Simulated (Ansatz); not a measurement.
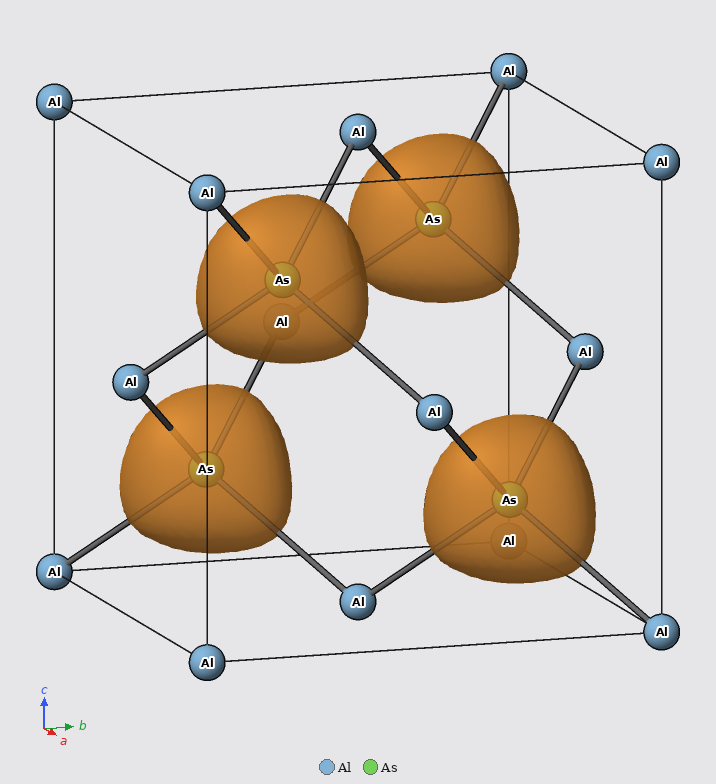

Figure 1: AlAs. Isosurface of the valence electron density at 0.5 e/Å³ (orange), seen slightly off an axis. Sticks mark near contacts.

Space group F-43m.

Theory: DFT PBEsol, scalar-relativistic, plane waves, PAW in Ansatz.

Core electrons are frozen (PAW), and the valence fields are smoothed inside the atomic spheres.

How is the density connected at this value?

At this value the density breaks into separate islands; it holds about 70 % of the electrons treated as valence. It bridges none of the near contacts. It is pinched off along the sampled Al–As (2.46 Å) contacts. On the grid the lowest density along these lines, outside the cores, is 0.36 e/Å³ (Al–As, 2.46 Å).

Does the calculation give a band gap?

It is gapped, with a Kohn–Sham gap of 1.3 eV on the k-point mesh (the band edges may lie off the mesh, which would make the gap smaller).
